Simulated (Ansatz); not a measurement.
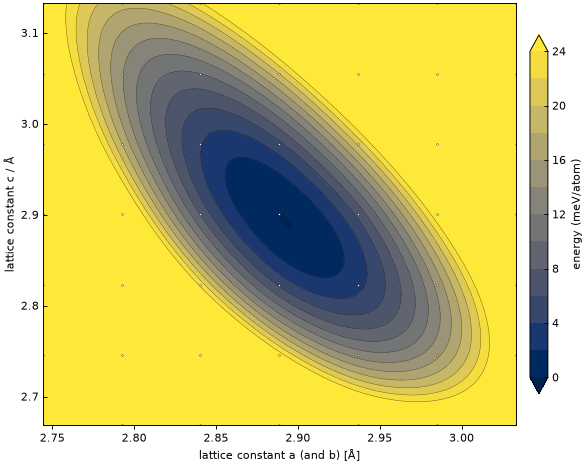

AlNi (P4/mmm, No. 123; 2 atoms in the cell). 
- The energy is mapped over the lattice constants a and c of the conventional cell.
- First axis: lattice constant a (and b). Second axis: lattice constant c.
- Nothing is relaxed (symmetry fixes all fractional coordinates).
- Grid: 7 × 7 points.
- All energies are given in meV/atom relative to the lowest grid point.
- The runs have no spin polarisation; a magnetic state may lie lower.
- These are results of Ansatz 0.2.0, DFT PBE, scalar-relativistic, plane waves, PAW, not measurements. Settings: cutoff 520 eV, k-mesh 16×16×16, gaussian smearing 0.15 eV, no spin polarisation.

In the figure: filled contours, dots at the grid points, one colour for all values above the top of the scale. Between grid points the surface is interpolated.

Q: Where is the minimum, and how stiff is the well along each coordinate?

A: The interpolated minimum is at lattice constant a (and b) ≈ 2.892 Å, lattice constant c ≈ 2.894 Å. The curvatures there are about 12 eV/Å² and 3.8 eV/Å², with a cross term of about 4.8 eV/Å² (per cell of 2 atoms). Round the minimum the valley is strongly tilted: raising lattice constant a (and b) shifts the best value of lattice constant c downwards (coupling k₁₂/√(k₁₁k₂₂) about 0.7).

PAW datasets: the set soft_1.
